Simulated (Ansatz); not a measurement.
**Cd2Se3: density, localisation and related maps**

```yaml
crystal:
  lattice:
    - [4.25794, 0.00000, 0.00000]
    - [-2.12897, 3.68749, 0.00000]
    - [0.00000, 0.00000, 24.87423]
  atoms:
    - { symbol: Cd, position: [0.00000, 0.00000, 0.23253] }
    - { symbol: Cd, position: [0.66667, 0.33333, 0.56586] }
    - { symbol: Cd, position: [0.33333, 0.66667, 0.89919] }
    - { symbol: Cd, position: [0.66667, 0.33333, 0.10081] }
    - { symbol: Cd, position: [0.33333, 0.66667, 0.43414] }
    - { symbol: Cd, position: [0.00000, 0.00000, 0.76747] }
    - { symbol: Se, position: [0.66667, 0.33333, 0.28491] }
    - { symbol: Se, position: [0.33333, 0.66667, 0.61824] }
    - { symbol: Se, position: [0.00000, 0.00000, 0.95158] }
    - { symbol: Se, position: [0.00000, 0.00000, 0.04842] }
    - { symbol: Se, position: [0.66667, 0.33333, 0.38176] }
    - { symbol: Se, position: [0.33333, 0.66667, 0.71509] }
    - { symbol: Se, position: [0.33333, 0.66667, 0.16667] }
    - { symbol: Se, position: [0.00000, 0.00000, 0.50000] }
    - { symbol: Se, position: [0.66667, 0.33333, 0.83333] }
```

Space group R-3m; a generated structure, not necessarily the stable one.

The calculation used DFT PBE, scalar-relativistic, plane waves, PAW in Ansatz.

Core electrons are frozen (PAW), and the valence fields are smoothed inside the atomic spheres.

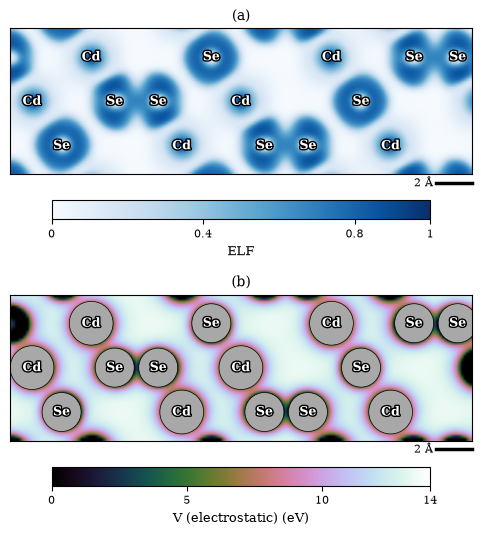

Figure 1. (a) electron localisation function; (b) electrostatic potential (local pseudopotential plus Hartree) felt by an electron on the (110) plane of the conventional cell. Grey discs cover the atomic cores in the potential map.

**Describe what can be read from this map.**

The plane passes through Cd and Se nuclei.
Se–Se (2.41 Å): the ELF peaks at about 0.70 between the atoms.
Cd–Se (2.78 Å): the ELF is about 0.35 at the midpoint and 0.15 at its lowest between the atoms.
Cd–Se (2.95 Å): the ELF is about 0.30 at the midpoint and 0.15 at its lowest between the atoms.
The features right at Cd lie inside the PAW spheres, where the map follows smoothed inner orbitals and isn't to be read closely.
Outside the cores the potential energy rises away from the atoms and is highest about 2.5 Å from the nearest atoms; its zero is arbitrary.

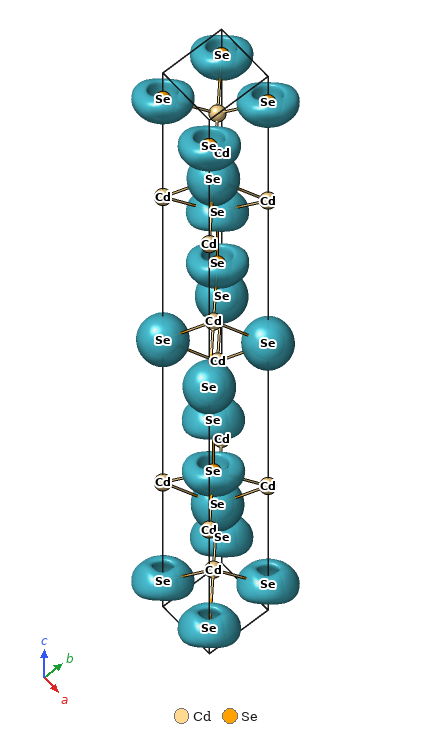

Figure 2. Isosurface of the ELF at 0.75 (cyan), seen at an oblique angle. Core shells and regions of very low density are left out. Sticks mark near contacts.

**Describe the localisation domains.**

The surface consists of nine regions wrapped around Se (the valence shell of each), counted in one cell of 15 atoms. Regions shared between cells count once.

**Metal or insulator at this level of theory?**

It is gapless in this calculation (a metal or semimetal).
